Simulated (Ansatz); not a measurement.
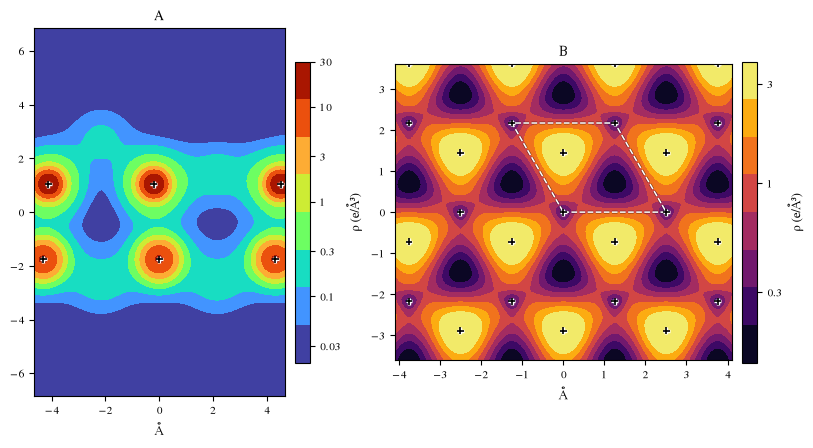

The valence pseudo-density of 2 systems, each on a plane through atoms (crosses mark nuclei in the plane).

These are results of Ansatz, DFT PBE+D3(BJ), scalar-relativistic, plane waves, PAW, not measurements.

System 1: BN, the (001) plane of the conventional cell. Space group P6₃/mmc.

```xyz
4
Lattice="2.5064 0.0000 0.0000 -1.2532 2.1706 0.0000 0.0000 0.0000 6.6141" Properties=species:S:1:pos:R:3 pbc="T T T"
B     0.0000    1.4471    1.6535
B     1.2532    0.7235    4.9606
N     0.0000    1.4471    4.9606
N     1.2532    0.7235    1.6535
```

System 2: InAs (slab), the (11̄0) plane of the calculation cell, a cut from vacuum to vacuum. 

```
CELL_PARAMETERS angstrom
8.64386 0.00000 0.00000
-4.32193 7.48580 0.00000
0.00000 0.00000 23.10285
ATOMIC_POSITIONS crystal
As 0.50000 0.00000 0.34628
As 0.50000 0.50000 0.34628
As 0.00000 0.00000 0.34628
As 0.00000 0.50000 0.34628
In 0.16667 0.83333 0.38446
In 0.16667 0.33333 0.38446
In 0.66667 0.83333 0.38446
In 0.66667 0.33333 0.38446
As 0.68214 0.86391 0.50569
As 0.68251 0.31690 0.50574
As 0.16654 0.83338 0.50768
As 0.13597 0.31814 0.50571
In 0.34067 0.65968 0.52120
In 0.34121 0.18172 0.52085
In 0.81816 0.65824 0.52073
In 0.83344 0.16636 0.57463
```

Question: Which map belongs to which system?

Answer: Panel A is system 2, InAs: the plane holds In and As. Panel B is system 1, BN: the plane holds B and N. B–N (1.45 Å): ρ at the midpoint is about 1.8 e/Å³.
